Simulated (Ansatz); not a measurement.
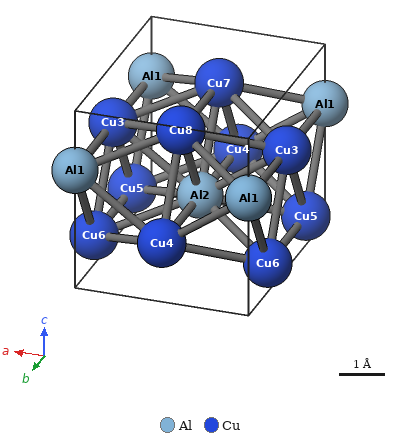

Fig. 1: The structure as given in the input (ball-and-stick view of the cell of the calculation, seen at an oblique angle; atoms are numbered from 1 in the order of the input). An atom can appear more than once, as a periodic image. Near neighbours in the periodic cell (some may lie outside the picture): Al has 12 Cu at 2.56 to 2.58 Å; Cu has 4 Al at 2.56 to 2.58 Å and 8 Cu at 2.55 to 2.59 Å.

# Single-point calculation, with input and output: AlCu$_{3}$

- system: AlCu$_{3}$ (Pmmn, 8 atoms in the cell)
- method: DFT PBEsol, scalar-relativistic, plane waves, PAW, no spin polarisation (Ansatz 0.2.0)

The structure derives from a Materials Project entry. Figures and captions count atoms from 1; the log counts them from 0 in places.

## Output
```
Engine: ansatz 0.2.0, x86_64-unknown-linux-gnu
Pseudopotentials: kind: paw
Pseudopotential: Al, paw, valence charge 3, recommended cutoff 420 eV (normal), Al.paw.azcp
Pseudopotential: Cu, paw, valence charge 19, recommended cutoff 420 eV (normal), Cu.paw.azcp
Functional definition: PBEsol
  exchange = pbesol_x
  correlation = pbesol_c
Crystal: 8 atoms, lattice volume = 95.592 Å³
Basis set: ecut = 420 eV, 1859 PW (Γ), exchange–correlation on 60×72×60 points (8 copies of the dense FFT grid, shifted against one another)
Bands: 72, of which v1, the nominal top of the filled ones, is band 60 counted from 1 (59 counted from 0)
Symmetry: 8 space group operations
Space group: Pmmn (ITA 59), of the structure as read, at distance tolerance 4.6e-5 Å
k-points: 180 of 800
Non-local potential: Al, projectors of the file, l = 0: 2, l = 1: 2, l = 2: 1
Non-local potential: Cu, projectors of the file, l = 0: 3, l = 1: 2, l = 2: 3, l = 3: 1
PAW form: soft (Blöchl's): semilocal exchange-correlation on the pseudo side does not see the compensation charge
PAW frozen core: Al, regenerated for the run's functional, and the local potential with it (the file was generated under x = pbe(κ = 0.804, μ = 0.2195149727645171), c = pbe(β = 0.06672455060314922))
PAW frozen core: Cu, regenerated for the run's functional, and the local potential with it (the file was generated under x = pbe(κ = 0.804, μ = 0.2195149727645171), c = pbe(β = 0.06672455060314922))
PAW one-centre angular grid: Al, 110 points (default); XC on 64 Gauss nodes
PAW one-centre angular grid: Cu, 590 points (default); XC on 64 Gauss nodes
Initial density: superposition of atomic densities (neutral atoms: chi_scale 0, normalization atom), corrected by the library's trained network
Initial wavefunctions: pseudopotential atomic-orbital guess
Functional: x = pbesol(κ = 0.804, μ = 0.12345679012345678), c = pbesol(β = 0.046)
SCF iter   1: F=—  HF=-40583.407717 eV  |F-HF|=—  |Δ(HF+E_count)|=         —  Δρ=1.55e-2  dr2=1.15e-1  ethr=1.77e-3  ⟨swp⟩=5.3  Hψ=47041  notcnv=0  defer=123
preconditioner: auto → Kerker (q_TF=auto, 2.834 Å⁻¹)  [metal: Δε(μ)=0.004 eV  Ē_g=8.842 eV  σ=0.150 eV  W_gap=0.02  n_scr=34 (ndim 8)  ℏωp=32.2 eV  f_vac=0.000  D(μ)=2.56/eV (n_scr^D=18)]
SCF iter   2: F=—  HF=-40583.381637 eV  |F-HF|=—  |Δ(HF+E_count)|=   2.61e-2  Δρ=1.39e-3  dr2=1.41e-3  ethr=9.60e-5  ⟨swp⟩=2.0  Hψ=21779  notcnv=0  defer=302
SCF iter   3: F=—  HF=-40583.380420 eV  |F-HF|=—  |Δ(HF+E_count)|=   1.22e-3  Δρ=1.69e-3  dr2=1.71e-3  ethr=1.18e-6  ⟨swp⟩=2.0  Hψ=21847  notcnv=0  defer=302
SCF iter   4: F=—  HF=-40583.379890 eV  |F-HF|=—  |Δ(HF+E_count)|=   5.29e-4  Δρ=6.03e-4  dr2=2.60e-4  ethr=1.18e-6  ⟨swp⟩=2.8  Hψ=18648  notcnv=0  defer=302
SCF iter   5: F=—  HF=-40583.379820 eV  |F-HF|=—  |Δ(HF+E_count)|=   7.04e-5  Δρ=1.85e-4  dr2=3.76e-5  ethr=2.17e-7  ⟨swp⟩=2.2  Hψ=17552  notcnv=0  defer=302
SCF iter   6: F=—  HF=-40583.379765 eV  |F-HF|=—  |Δ(HF+E_count)|=   5.49e-5  Δρ=1.16e-4  dr2=8.79e-6  ethr=3.13e-8  ⟨swp⟩=2.0  Hψ=18597  notcnv=0  defer=302
SCF iter   7: F=—  HF=-40583.379762 eV  |F-HF|=—  |Δ(HF+E_count)|=   3.04e-6  Δρ=1.71e-5  dr2=3.67e-7  ethr=7.33e-9  ⟨swp⟩=2.0  Hψ=20986  notcnv=0  defer=302
SCF iter   8: F=-40583.379762 eV  HF=-40583.379762 eV  |F-HF|=7.74e-9  |Δ(HF+E_count)|=   8.30e-8  Δρ=4.96e-6  dr2=1.87e-8  ethr=8.33e-11  ⟨swp⟩=11.3  Hψ=87343  notcnv=0
SCF 1 converged in 8 iterations: F = -40583.379762 eV  dr2 = 1.87e-8
  greatest PAW one-centre occupation: 1.000 electrons in one spin orbital (limit 2), on the Cu atom at site 3 (counted from 0), in its partial waves of l = 0
```

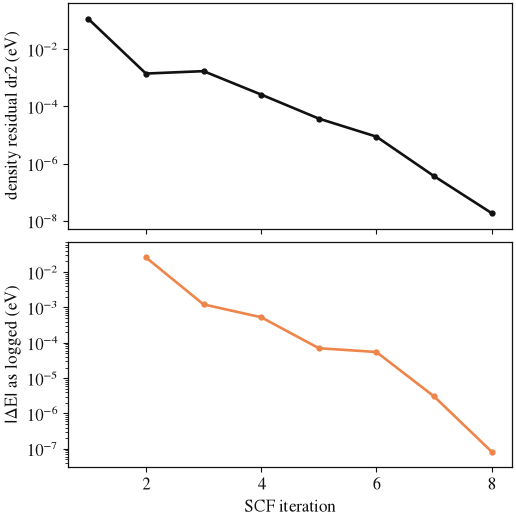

Fig. 2: Convergence of the self-consistent field: density residual dr2 and size of the energy change against the SCF iteration. The residual falls almost steadily, with no more than small rises.

```
SCF converged after 8 iterations
Free energy (F): -40583.379762 eV
Harris-Foulkes:  -40583.379762 eV  (|F-HF|=7.74e-9)
Internal energy: -40583.351278 eV  (E = F + TS)
E sigma→0 (E₀):  -40583.365520 eV
Entropy (-TS):   -0.028484 eV (-3.561 meV/atom)
Fermi energy:    15.417380 eV
--- Per-component energies (eV) ---
  E_band       = -2302.445904
  E_kinetic    = 1853.070077
  E_local      = -27790.898833  (includes V_loc(G=0)·N_el)
  E_nonlocal   = 2358.579006
  E_hartree    = 12360.942679
  E_xc         = -618.627415
  E_vxc        = -758.161935  (∫ρ·V_xc dr)
  E_paw        = -10658.204586  (= ΣΔE_a)
  E_vpaw       = -2686.915666  (= ΣTr[D̂ρ^β])
  E_aug_tail   = 0.001450  (compensation charges beyond the density's cutoff)
  E_ewald      = -18089.489147
  E_core_change = 1.275491  (= ΣΔE_core)
  E_smearing   = -0.028484  (= −TS)
  E_closure    = 0.000000  (closes the sum)
  Σ components = -40583.379762   (vs F -40583.379762, Δ=0.00e0)
--- Forces (eV/Å), atoms counted from 1 ---
  atom   1  Al     0.00000000     0.00000000     0.00457309
  atom   2  Al     0.00000000    -0.00000000    -0.00457309
  atom   3  Cu     0.00000000     0.00000000    -0.00067343
  atom   4  Cu     0.00000000    -0.00000000     0.00067343
  atom   5  Cu    -0.00000000     0.00037744     0.00066278
  atom   6  Cu     0.00000000    -0.00037744     0.00066278
  atom   7  Cu     0.00000000    -0.00037744    -0.00066278
  atom   8  Cu    -0.00000000     0.00037744    -0.00066278
  max |Σ_I F_I| component: 3.47e-18 eV/Å
--- Stress (GPa, compression-positive) ---
       -0.029845       0.000000       0.000000
        0.000000       0.256110       0.000000
        0.000000       0.000000      -0.246769
  P = ⅓ Tr σ = -0.0068 GPa (-0.068 kbar)
--- Band table (eV; the first three rows and the last of 180) ---
  k-point 0: bands = ["-97.4204", "-97.4172", "-97.4058", "-97.4045", "-97.4043", "-97.3998", "-54.9746", "-54.9733", "-54.9733", "-54.9645", "-54.9516", "-54.9508", "-54.9459", "-54.9428", "-54.9311", "-54.9287", "-54.9216", "-54.9167", "-54.9091", "-54.9015", "-54.8843", "-54.8772", "-54.8711", "-54.8701", "4.6855", "9.0470", "9.4953", "10.2023", "10.4533", "10.6127", "10.7335", "10.7676", "10.9206", "10.9378", "11.0135", "11.2261", "11.3787", "11.5233", "11.7017", "11.7634", "11.8226", "11.9988", "12.0265", "12.0797", "12.1604", "12.3731", "12.4862", "12.5421", "12.7003", "12.7386", "12.7807", "12.8822", "12.8984", "12.9132", "12.9865", "13.1531", "13.2503", "13.7876", "14.2147", "15.1079", "17.1221", "18.7014", "19.0754", "19.4231", "19.5570", "19.9008", "20.0193", "20.9008", "21.2234", "21.5895", "21.8840", "23.0525"]
  k-point 1: bands = ["-97.4203", "-97.4172", "-97.4061", "-97.4045", "-97.4042", "-97.3998", "-54.9760", "-54.9731", "-54.9730", "-54.9639", "-54.9513", "-54.9510", "-54.9459", "-54.9425", "-54.9308", "-54.9279", "-54.9216", "-54.9170", "-54.9091", "-54.9013", "-54.8848", "-54.8779", "-54.8711", "-54.8701", "4.7623", "9.0054", "9.5433", "9.9767", "10.4258", "10.6445", "10.7181", "10.8663", "10.9318", "10.9367", "11.0055", "11.2084", "11.3710", "11.5105", "11.7193", "11.7461", "11.8413", "12.0125", "12.0172", "12.0559", "12.2044", "12.3709", "12.3719", "12.4829", "12.5396", "12.6917", "12.7357", "12.9070", "12.9498", "12.9874", "13.1631", "13.2468", "13.3384", "13.4644", "14.2033", "15.7668", "17.1439", "17.8749", "18.1586", "19.8775", "19.9768", "20.2114", "20.2552", "20.7642", "21.1269", "21.5199", "21.7796", "23.6752"]
  k-point 2: bands = ["-97.4199", "-97.4172", "-97.4066", "-97.4045", "-97.4040", "-97.3998", "-54.9783", "-54.9735", "-54.9724", "-54.9623", "-54.9517", "-54.9508", "-54.9459", "-54.9416", "-54.9297", "-54.9259", "-54.9216", "-54.9177", "-54.9091", "-54.9006", "-54.8863", "-54.8796", "-54.8712", "-54.8700", "4.9910", "8.7330", "9.6629", "9.6816", "10.4003", "10.5597", "10.7774", "10.8478", "10.9141", "10.9779", "11.1665", "11.1820", "11.3397", "11.5041", "11.7145", "11.7593", "11.8482", "11.9823", "11.9945", "12.0600", "12.0653", "12.2971", "12.3726", "12.4698", "12.5348", "12.6659", "12.6677", "12.9145", "12.9286", "13.0100", "13.1893", "13.2120", "13.2331", "13.9417", "14.1741", "16.7748", "16.9079", "17.1632", "17.3458", "19.1714", "20.2017", "20.2096", "20.4723", "20.8217", "21.1267", "22.3452", "22.5590", "24.3511"]
  k-point 179: bands = ["-97.4172", "-97.4172", "-97.4045", "-97.4045", "-97.4043", "-97.4043", "-54.9878", "-54.9878", "-54.9508", "-54.9508", "-54.9463", "-54.9463", "-54.9364", "-54.9364", "-54.9295", "-54.9295", "-54.9203", "-54.9203", "-54.9056", "-54.9056", "-54.8874", "-54.8874", "-54.8802", "-54.8802", "8.7679", "8.7679", "9.3363", "9.3363", "9.6615", "9.6615", "10.1213", "10.1213", "11.1461", "11.1461", "11.2607", "11.2607", "11.4614", "11.4614", "11.6815", "11.6815", "11.7462", "11.7462", "11.9544", "11.9544", "12.1156", "12.1156", "12.3843", "12.3843", "12.3873", "12.3873", "12.9898", "12.9898", "13.0739", "13.0739", "13.0756", "13.0756", "13.1754", "13.1754", "13.4513", "13.4513", "13.5455", "13.5455", "22.1875", "22.1875", "22.6678", "22.6678", "23.1939", "23.1939", "23.3746", "23.3746", "25.1751", "25.1751"]
```

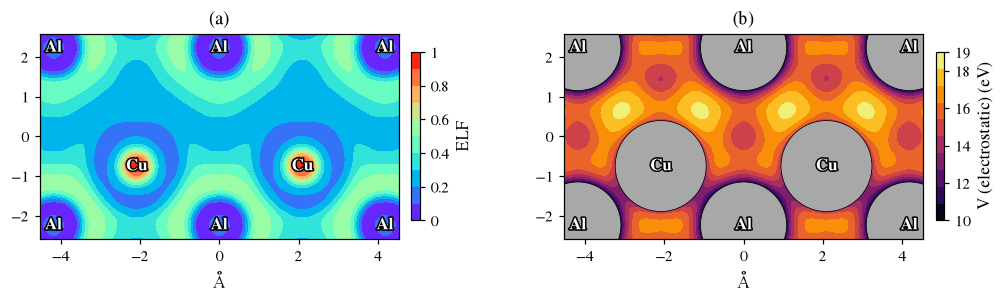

Fig. 3: (a) ELF; (b) electrostatic potential (local pseudopotential plus Hartree) felt by an electron on the (010) plane of the conventional cell. Grey discs, where drawn, cover atomic cores. The section cuts through Al and Cu sites. The strong features right at Cu lie inside the PAW spheres (semicore, d or f shells) and say nothing about bonding. Outside the cores the potential energy rises away from the atoms and is highest about 1.7 Å from the nearest atoms; outside the discs it spans about 8 eV, and its zero is arbitrary. Core electrons are frozen (PAW), so the fields are smoothed inside the atomic spheres.

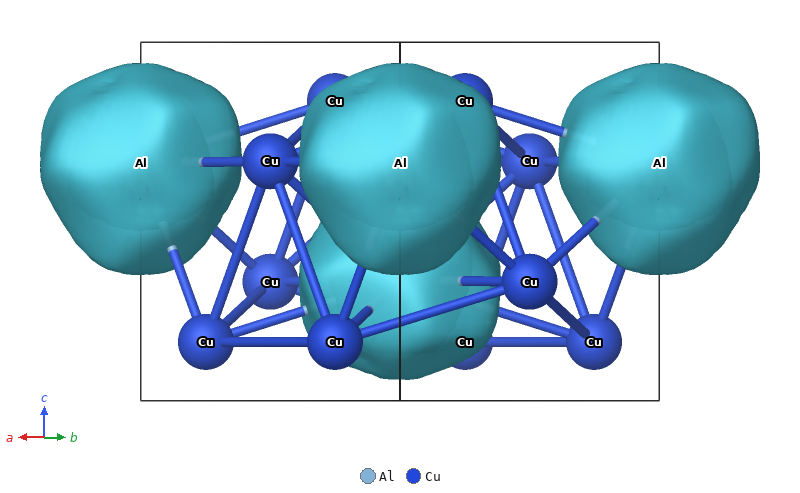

Fig. 4: Isosurface of the electron localisation function at 0.45 (cyan), seen along [110]. Only the valence region is drawn (cores and ρ < 0.01 e/Å³ removed). Sticks mark near contacts. The outline is the cell set on symmetry axes. Values along the shortest contacts: Cu–Cu (2.55 Å): the ELF is about 0.25 at the midpoint (no shared electron pair). Al–Cu (2.56 Å): the ELF is about 0.40 at the midpoint (nearly free electrons, as in a simple metal).

The run was set up as follows.

## Input file
```yaml
crystal:
  lattice:
    - [4.1756408327, 0.0, 0.0]
    - [0.0, 5.1183211522, 0.0]
    - [0.0, 0.0, 4.4727201824]
  atoms:
    - { symbol: Al, position: [0.0, 0.0, 0.664228416] }
    - { symbol: Al, position: [0.5, 0.5, 0.335771584] }
    - { symbol: Cu, position: [0.0, 0.5, 0.6680840759] }
    - { symbol: Cu, position: [0.5, 0.0, 0.3319159241] }
    - { symbol: Cu, position: [0.0, 0.251018889, 0.1639074279] }
    - { symbol: Cu, position: [0.0, 0.748981111, 0.1639074279] }
    - { symbol: Cu, position: [0.5, 0.248981111, 0.8360925721] }
    - { symbol: Cu, position: [0.5, 0.751018889, 0.8360925721] }
basis:
  ecutwfc: 420
kpoints:
  mp_grid: { grid: [10, 8, 10] }
hamiltonian:
  xc: pbesol
scf:
  occupations: { method: gaussian, width: 0.15 }
output:
  forces: true
  stress: true
  eigenvalues: true
  write_density: true
  write_potential: true
  elf: true
  volumetric_format: npy
```

Run as:
```bash
ansatz run input.yaml --threads 2 --pin off --max-ram 5120MiB --backend cpu --events-out ev --progress --plain --runs-dir out
```

## Summary

```json
{"quantity": "outcome", "value": "converged"}
{"quantity": "space group (tolerance 0.01 Å)", "value": "Pmmn (59)"}
{"quantity": "electrons treated", "value": "120"}
{"quantity": "free energy", "value": "−40583.3798 eV"}
{"quantity": "Fermi energy", "value": "15.417 eV"}
{"quantity": "gap on the k-point mesh", "value": "none (metallic)"}
{"quantity": "pressure", "value": "−0.01 GPa"}
{"quantity": "largest force (length of the vector)", "value": "0.005 eV/Å"}
{"quantity": "hardware", "value": "2 threads of Intel Xeon @ 2.90GHz (Ice Lake), 32 GiB of memory available, shared host"}
{"quantity": "wall time", "value": "60 s (CPU time 2 min)"}
{"quantity": "peak memory", "value": "1.1 GiB"}
```
